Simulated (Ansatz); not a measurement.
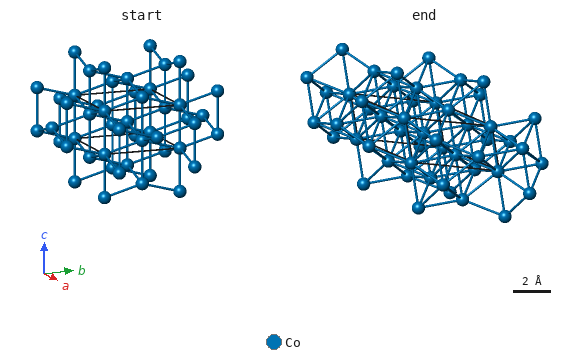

The structure of solid Co (a generated structure, set up in I4_1/amd) before (left) and after (right) a relaxation, at one scale.

The picture is a ball-and-stick view of the conventional cell (2 times the calculation's cell), seen slightly off an axis. Lengths and directions refer to the drawn axes.

Phase: beta-Sn type.

These are results of Ansatz 0.2.0, DFT, PBE, plane waves (420 eV) with PAW, scalar-relativistic, not measurements. Settings: plane-wave cutoff 420 eV; k-point mesh 15 × 15 × 10; occupations fermi dirac; smearing width 0.05 eV; collinear spin; cell and atoms relaxed; force threshold 0.01 eV/Å; at most 60 steps.

Question: Describe what moved and what it gained.

Answer: The run was cut off at its time limit before the program reported convergence, but its last step already meets the force threshold: the largest component is under 0.0001 eV/Å against 0.01 eV/Å. The pressure is within 0.01 GPa of its target. The largest moves relative to the cell, 0.18 Å, are those of Co atoms. The volume changes by −6.6 %, with a = b 4.400 → 4.741 Å (+7.8 %), c 2.402 → 2.493 Å (+3.8 %), α 90.0° → 105.2°, β 90.0° → 105.2°, γ 90.0° → 54.2°. Some distances before and after: Co–Co 3.335 → 2.494 Å, Co–Co 2.844 → 2.479 Å, Co–Co 2.280 → 2.477 Å, Co–Co 2.402 → 2.493 Å. New bonds form: Co–Co (3.34 → 2.49 Å). Among the angles between lasting bonds that change: Co–Co–Co 94.0° → 146.1°, Co–Co–Co 94.0° → 60.5°, Co–Co–Co 105.3° → 90.1°. The space group (tolerance 0.01 Å) goes from I4_1/amd (No. 141) to P6_3/mmc (No. 194). The energy falls by 1.114 eV per cell of the calculation in 22 accepted moves (26 points after the start). The largest force component goes from 0.00024 to under 0.0001 eV/Å. Pressure: 7.45 GPa at the start and 0.00 GPa at the end. The line search rejected the trial steps at points 9, 19 of the run. At 2 points the geometry stayed and the basis and grid were re-selected for the new cell (energy shift of 0.168 eV per cell of the calculation at most each time). The program noted that the starting moments weren't kept. Cost: 30 min on 2 threads of Intel(R) Xeon(R) Platinum 8259CL CPU @ 2.50GHz (Skylake/Cascade Lake) (shared host), peak memory 1 GiB.
